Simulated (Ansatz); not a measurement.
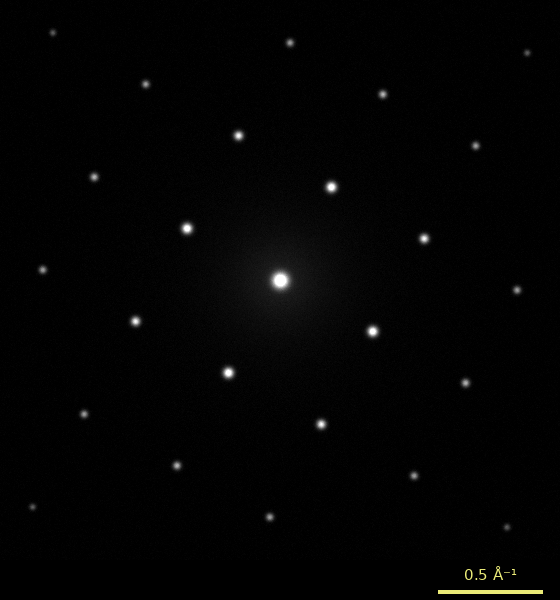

Kinematic zone-axis pattern, calculated for 80 keV electrons with B = 1 Å².

It belongs to Co, space group Im-3m (No. 229), a = 2.76 Å. Structure: the geometry relaxed with DFT, r2SCAN, plane waves (500 eV) with PAW, scalar-relativistic (Ansatz); the starting structure was generated, so it need not be a known form of this composition.

```cif
data_structure
_symmetry_space_group_name_H-M 'Im-3m'
_symmetry_Int_Tables_number 229
_cell_length_a 2.7631
_cell_length_b 2.7631
_cell_length_c 2.7631
_cell_angle_alpha 90.000
_cell_angle_beta 90.000
_cell_angle_gamma 90.000
_cell_volume 21.10
loop_
_atom_site_label
_atom_site_type_symbol
_atom_site_symmetry_multiplicity
_atom_site_Wyckoff_symbol
_atom_site_fract_x
_atom_site_fract_y
_atom_site_fract_z
_atom_site_occupancy
Co1 Co 2 a 0.00000 0.00000 0.00000 1
```

> Which low-index zone axis gives this pattern?

The spots form a square net with both shortest vectors at d = 1.95 Å, 90.0° apart. They index as 1 -1 0 and 1 1 0, so the zone axis is [001] (or an equivalent direction of <001>).
